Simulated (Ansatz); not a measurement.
Band edges of Te2Mo (space group P6_3/mmc, No. 194).

Input file:

```yaml
crystal:
  lattice:
    - [3.5182, 0.0, 0.0]
    - [-1.7591, 3.04685058, 0.0]
    - [0.0, 0.0, 13.9736]
  atoms:
    - { symbol: Te, position: [0.33333333, 0.66666667, 0.621] }
    - { symbol: Te, position: [0.66666667, 0.33333333, 0.121] }
    - { symbol: Te, position: [0.33333333, 0.66666667, 0.879] }
    - { symbol: Te, position: [0.66666667, 0.33333333, 0.379] }
    - { symbol: Mo, position: [0.33333333, 0.66666667, 0.25] }
    - { symbol: Mo, position: [0.66666667, 0.33333333, 0.75] }
basis:
  ecutwfc: 420
kpoints:
  mp_grid: { grid: [18, 18, 4] }
hamiltonian:
  xc: pbe
scf:
  occupations: { method: gaussian, width: 0.05 }
output:
  forces: true
  eigenvalues: true
  eigenstates:
    nscf_kmesh: { grid: [36, 36, 8] }
    top_band: c6
    de_dk: true
    localisation: true
  stress: true
checkpoint:
  write: ck
  compress: false
  write_wavefunctions: false
  write_every: 100000
```

Run with:

```sh
ansatz run input.yaml --threads 2 --pin off --max-ram 5120MiB --backend cpu --events-out ev --progress --plain --runs-dir out
```

Level of theory: DFT PBE, scalar-relativistic, plane waves, PAW; levels and slopes on a dense k mesh at the converged density (Ansatz 0.2.0). No spin polarisation. Mesh 36×36×8, interpolated with the band slopes. Unrelaxed database geometry.

Masses come from a second pass at points close to the extrema; at the energies drawn a band may no longer be parabolic.

The gap is indirect, 0.71 eV at this level of theory, which underestimates gaps and can reorder valleys that lie close.

Valence band: one maximum at Γ, principal masses 1.20, 1.20 and 2.77 mₑ; two equivalent maxima at K, 0.07 eV below the edge, principal masses 0.65, 0.65 and 0.84 mₑ; six equivalent maxima on the K–Γ line, 0.09 eV below the edge, principal masses 0.44, 0.83 and 1.20 mₑ. Band 46 forms the valence edge; band 45 begins 0.08 eV lower (at A). The surfaces also take in A, where this band lies 0.08 eV below its edge, so they needn't be separate pockets.
Conduction band: six equivalent minima on the K–Γ line, principal masses 0.38, 0.46 and 0.73 mₑ; three equivalent minima at M, 0.56 eV above the edge, principal masses 0.69, 3.07 and 7.51 mₑ. Band 47 forms the conduction edge; band 48 begins 0.26 eV higher (at K). The surfaces also take in H, where this band lies 0.27 eV above its edge.

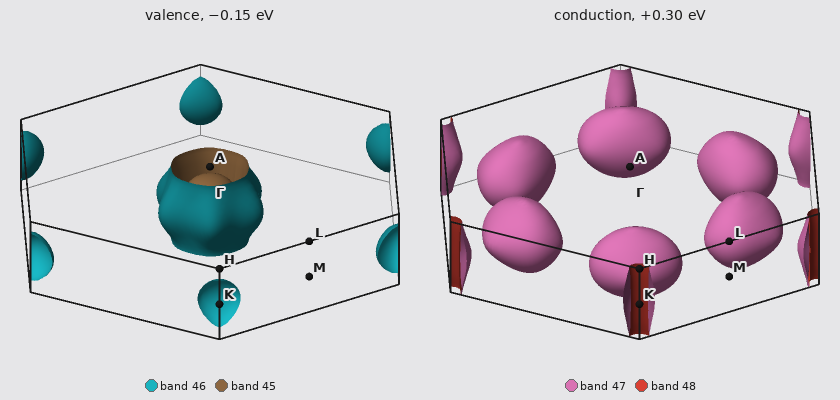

Constant-energy surfaces near the two band edges, measured from each edge.

Where one band's surface lies inside another's, the outer one hides all or part of it.

Spin-orbit coupling, left out here, can change the gap, its kind, the place of the band edges and the masses, since the compound holds Te and Mo.

Time for the whole run: 2.1 min on 2 threads of Intel(R) Xeon(R) Platinum 8259CL CPU @ 2.50GHz (Skylake/Cascade Lake), on a shared host, peak memory 2.2 GiB.
